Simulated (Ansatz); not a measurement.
## Electronic structure of Al$_{3}$Ga$_{2}$N$_{5}$ (interface cell) in real space

```xyz
20
Lattice="3.1302 0.0000 0.0000 -1.5651 2.7108 0.0000 0.0000 0.0000 25.6979" Properties=species:S:1:pos:R:3 pbc="T T T"
N     1.5651    0.9036    0.4921
Al    0.0000    1.8072    1.0865
N     0.0000    1.8072    2.9956
Al    1.5651    0.9036    3.6010
N     1.5651    0.9036    5.5086
Al    0.0000    1.8072    6.1138
N     0.0000    1.8072    8.0213
Al    1.5651    0.9036    8.6265
N     1.5651    0.9036   10.5341
Al    0.0000    1.8072   11.1393
N     0.0000    1.8072   13.0466
Al    1.5651    0.9036   13.6492
N     1.5651    0.9036   15.5567
Ga    0.0000    1.8072   16.2439
N     0.0000    1.8072   18.2191
Ga    1.5651    0.9036   18.8957
N     1.5651    0.9036   20.8721
Ga    0.0000    1.8072   21.5492
N     0.0000    1.8072   23.5257
Ga    1.5651    0.9036   24.2059
```

Computed pressure about 3 GPa in this cell.

Theory: Ansatz 0.2.0, DFT PBE, scalar-relativistic, plane waves, PAW.

Core electrons are frozen (PAW), and the valence fields are smoothed inside the atomic spheres.

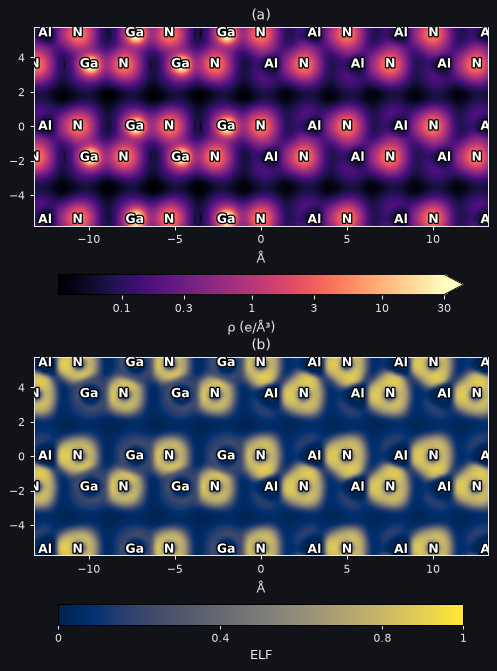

Figure 1. (a) valence electron density; (b) ELF on the (110) plane of the calculation cell.

Interpret the plot.

- Atoms in the plane: N, Al and Ga.
- Al–N (1.90 Å): ρ at the midpoint is about 0.68 e/Å³; the ELF peaks at about 0.90 between the atoms (a polar covalent bond).
- Ga–N (1.93 Å): ρ at the midpoint is about 0.77 e/Å³; the ELF peaks at about 0.85 in the valence shell of N, 0.7 Å from its nucleus, and is about 0.50 at the midpoint.
- Ga–N (1.98 Å): the density is about 0.7 e/Å³ at the midpoint; the ELF peaks at about 0.85 in the valence shell of N, 0.7 Å from its nucleus, and is about 0.45 at the midpoint.
- Between the atoms the lowest density in this plane is 0.03 e/Å³.

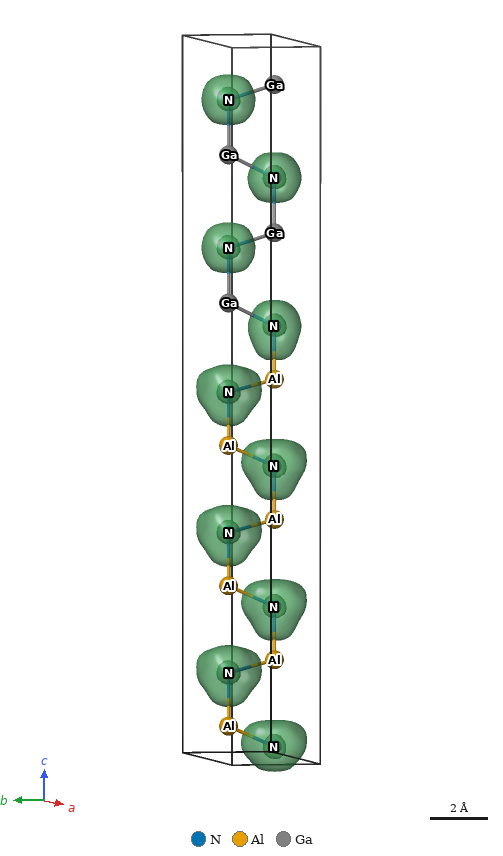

Figure 2. Isosurface of the electron localisation function at 0.65 (green), seen at an oblique angle. Only the valence region is drawn (cores and ρ < 0.01 e/Å³ removed). Sticks mark near contacts.

Describe the localisation domains.

At this value the surface marks out seven regions on N in which the atom's valence shell and bonds are merged and three regions wrapped around N (the valence shell of each), counted in one cell of 20 atoms. Any copies at cell faces, edges or corners count once.

Does the calculation make it a metal, or give it a gap?

It is gapped, with a Kohn–Sham gap of 2.3 eV on the k-point mesh (the band edges may lie off the mesh, which would make the gap smaller).
